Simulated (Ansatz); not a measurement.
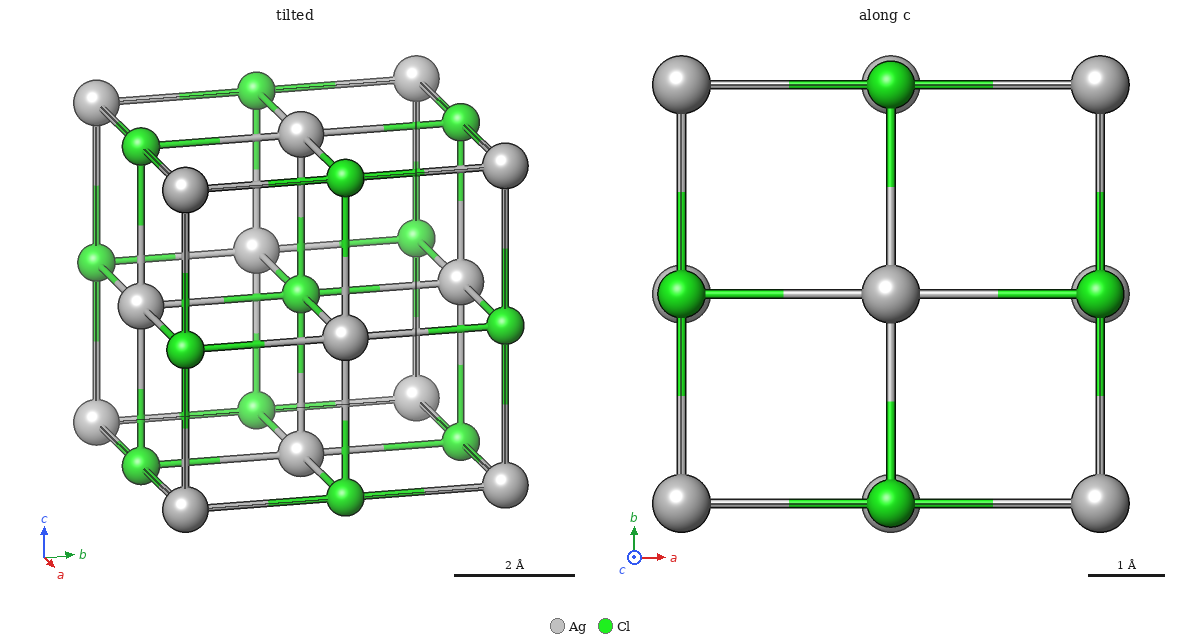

This ball-and-stick model is shown slightly off an axis and along the c axis. Lines trace the edges of the conventional unit cell.

AgCl, rock salt (NaCl type), space group Fm-3m (No. 225), a = 5.546 Å, b = 5.546 Å, c = 5.546 Å, α = 90.00°, β = 90.00°, γ = 90.00°. Source of the structure: a structure type filled with these elements by a generator (whether the compound takes this form wasn't checked). Earlier steps of the study, as a rule a relaxation of our own, may have changed the cell and positions, so they can lie some per cent off the listed ones. It went into a calculation with Ansatz.

This one geometry was computed with Ansatz (DFT, plane waves, PAW) at five levels of theory: r2SCAN, PBE, PBE0, PBE with spin-orbit coupling and HSE06. It was relaxed beforehand with r2SCAN.

### Which level gives the highest pressure at this volume, and what does that say about its equilibrium volume?

Highest: PBE (1.6 GPa), PBE0 (1.3 GPa), PBE with spin-orbit coupling (1.6 GPa) and HSE06 (1.4 GPa), which points to the largest equilibrium volume. Lowest, with the smallest volume: r2SCAN (0.0 GPa). Levels within 0.5 GPa of each other can't be told apart.

### How does the band gap change with the level of theory?

PBE with spin-orbit coupling: a gap of 0.87 eV, indirect; PBE: a gap of 0.91 eV, indirect; r2SCAN: a gap of 1.48 eV, indirect; HSE06: a gap of 2.41 eV, indirect; PBE0: a gap of 3.11 eV, indirect.

### Collect the results in a table.

| level | cutoff (eV) | k-mesh of the run's cell | gap (eV) | pressure (GPa) |
| --- | --- | --- | --- | --- |
| r2SCAN | 500 | 8×8×8 | 1.48 | 0.0 |
| PBE | 420 | 8×8×8 | 0.91 | 1.6 |
| PBE0 | 420 | 6×6×6 | 3.11 | 1.3 |
| PBE with spin-orbit coupling | 420 | 8×8×8 | 0.87 | 1.6 |
| HSE06 | 420 | 6×6×6 | 2.41 | 1.4 |

Gaps are taken on the k-mesh or band path of each run.
